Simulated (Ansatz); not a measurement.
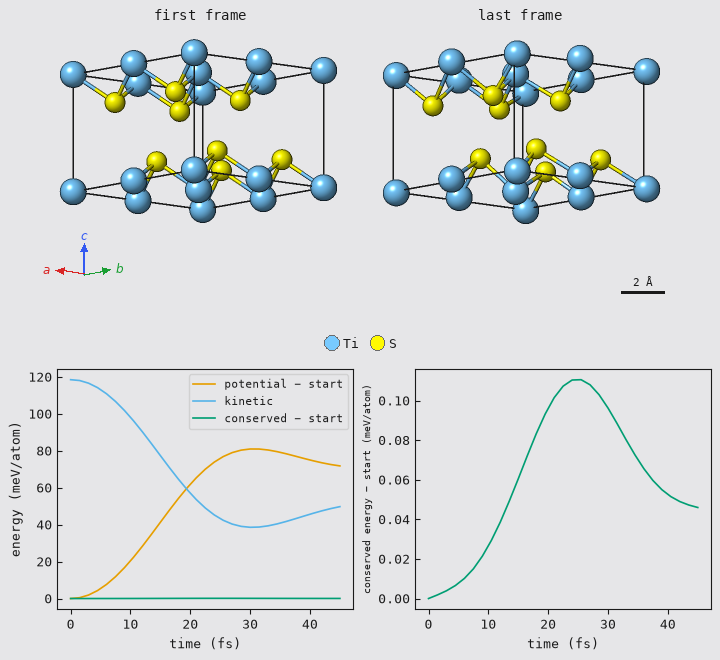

Molecular dynamics of a 12-atom cell of TiS₂ (built on the measured structure type), 45 fs long. The picture is a ball-and-stick view of the simulation cell, seen from a free direction. Bonds to atoms that aren't drawn are left out.

Level of theory: Ansatz, DFT, PBE, plane waves, PAW. Settings: plane-wave cutoff 420 eV; k-point mesh 3 × 3 × 3; Fermi-Dirac smearing 0.086 eV; Nosé-Hoover thermostat (NVT); set temperature 1000 K; time step 1.5 fs.

**Check the integration.**

The conserved quantity stays between 0 and 0.11 meV per atom of its start. A straight-line fit has a slope that amounts to +0.061 meV per atom over 45 fs (under 0.1 % of the mean kinetic energy), its mean offset in the second half is 0.1 %, and the ripple about the line is 0.1 % of the kinetic energy's fluctuation. With a drift under 2 % and a ripple under 7 %, the integration is accurate. The mean temperature in the second half is 366 K (standard deviation 32 K). That is still far from the set 1000 K: the thermostat hasn't settled it within this run. The temperature is still falling (654 K in the second quarter, 388 K in the last), so the run isn't equilibrated. The potential energy in the second half lies on average 76.6 meV per atom above the first frame.

Limits of the set-up: layers or molecules are held without a dispersion correction, so their spacing is unreliable.
